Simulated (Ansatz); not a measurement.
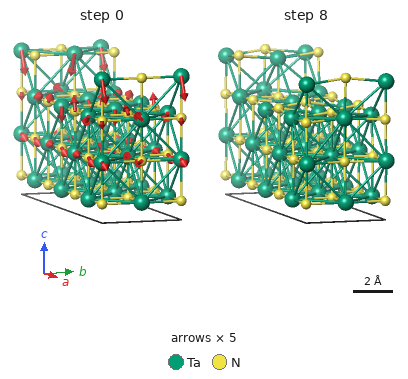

The structure of a slab of composition TaN (cut from the Fm-3m phase) before (left) and after (right) a constrained relaxation, at one scale. The red arrows give the displacements, 5 times their true length.

The picture is a ball-and-stick view of the cell of the calculation, outlined in the plane, without the vacuum, seen slightly off an axis.

Case: stripe over 1 of 3 cells, two steps. 12 atoms are held fixed.

Method: Ansatz, DFT PBEsol, scalar-relativistic, plane waves, PAW. (plane-wave cutoff 420 eV; k-point mesh 3 × 8 × 1; occupations gaussian; smearing width 0.1 eV; no spin polarisation; dipole correction; atoms relaxed in a fixed cell; force threshold 0.02 eV/Å; at most 45 steps)

Summarise the run.

Over 8 geometry steps the energy falls by 2.598 eV per cell of the calculation. Largest force component: 3 eV/Å at the start, 0.013 eV/Å at the end. The largest moves, 0.28 Å, are those of Ta atoms. By element the largest moves are Ta 0.28 Å, N 0.20 Å. The cell stays as it was. Among the contacts that change: Ta–Ta 3.094 → 3.395 Å, Ta–Ta 3.094 → 2.845 Å, Ta–Ta 3.094 → 2.870 Å, Ta–Ta 3.094 → 3.300 Å. Bond angles that change, for instance: Ta–N–Ta 180.0° → 162.2°, Ta–N–Ta 180.0° → 163.6°, Ta–N–Ta 180.0° → 165.4°.
